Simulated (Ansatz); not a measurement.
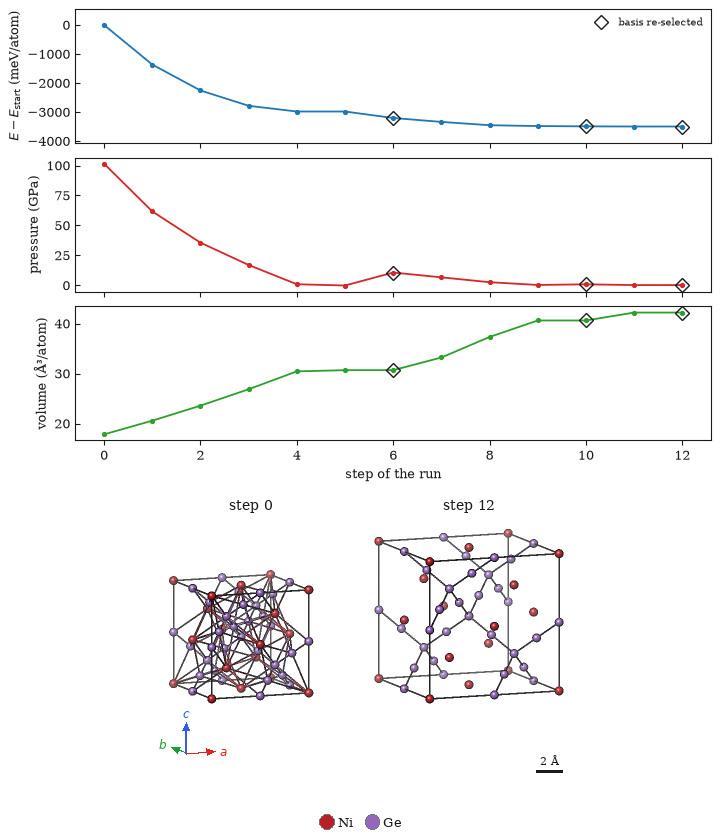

First and last geometry of a relaxation of solid NiGe3 (a generated structure, set up in Fd-3m) (coarse preliminary run), with the history of the run. Style: ball-and-stick. Shown: the conventional cell (4 times the calculation's cell), slightly off an axis. Lengths and directions refer to the drawn axes.

Theory: Ansatz, DFT PBE, scalar-relativistic, plane waves, PAW. (plane-wave cutoff 420 eV; k-point mesh 4 × 4 × 4; occupations gaussian; smearing width 0.1 eV; collinear spin; cell and atoms relaxed; force threshold 0.04 eV/Å; at most 70 steps)

Question: What do the curves and the structures tell?

Answer: It converged. The energy falls by 3497 meV per atom in 9 accepted moves (12 points after the start). All forces vanish by symmetry, so only the cell relaxes. The pressure goes from 101.53 to 0.25 GPa. The SCF was repeated 3 times at an unchanged geometry on a basis and grid sized afresh for the cell, which shifted the energy by 222 meV per atom at most. No atom moves by more than 0.005 Å relative to the cell. The volume changes by +136.6 %, with a = b = c 8.296 → 11.054 Å (+33.3 %). Near-neighbour distances that change, for instance: Ge–Ni 3.592 → 4.787 Å, Ge–Ni 3.439 → 4.583 Å, Ge–Ge 1.796 → 2.393 Å. The space group stays Fd-3m (No. 227). Cost: 6.4 min on 1 thread of Arm Neoverse V1 (shared host), peak memory 0.82 GiB.

| step | E − E(0), meV/atom | pressure, GPa | volume, Å³/atom | note |
| --- | --- | --- | --- | --- |
| 0 | 0.00 | 101.53 | 17.841 |  |
| 1 | -1362.94 | 61.72 | 20.580 |  |
| 2 | -2255.86 | 35.65 | 23.585 |  |
| 3 | -2783.07 | 17.03 | 26.870 |  |
| 4 | -2979.95 | 0.95 | 30.446 |  |
| 5 | -2980.53 | -0.11 | 30.688 |  |
| 6 | -3203.02 | 10.73 | 30.688 | same geometry, new basis |
| 7 | -3338.13 | 6.71 | 33.223 |  |
| 8 | -3452.17 | 2.66 | 37.331 |  |
| 9 | -3481.19 | 0.36 | 40.627 |  |
| 10 | -3491.17 | 0.89 | 40.627 | same geometry, new basis |
| 11 | -3496.48 | 0.26 | 42.213 |  |
| 12 | -3496.66 | 0.25 | 42.213 | same geometry, new basis |
